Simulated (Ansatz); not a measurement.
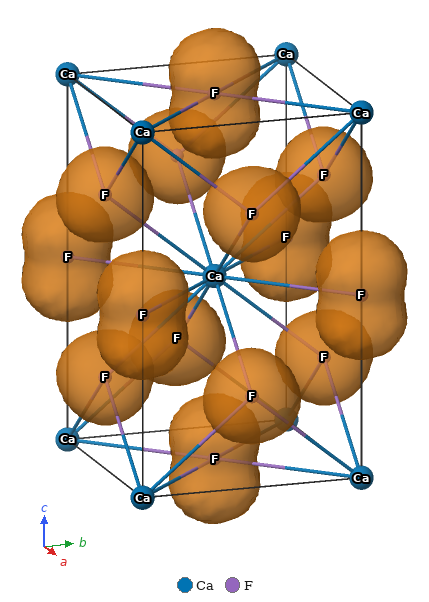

*CaF3. Isosurface of the spin density at +0.02 e/Å³ (orange), seen slightly off an axis. Sticks mark near contacts.*

Space group I4/mmm; a structure from a database of computed crystals, not necessarily the ambient phase; spin-polarised.

Computed with DFT PBEsol, scalar-relativistic, plane waves, PAW in Ansatz 0.2.0.

### Describe the spin distribution.

The spin density sits on F: +0.5 μB (×2) in one cell of 8 atoms, with smaller moments on other sites: F (up to +0.23 μB): parallel main moments (a ferromagnetic arrangement) in this solution. The cell of the calculation (4 atoms) carries 1.0 μB of net spin moment.
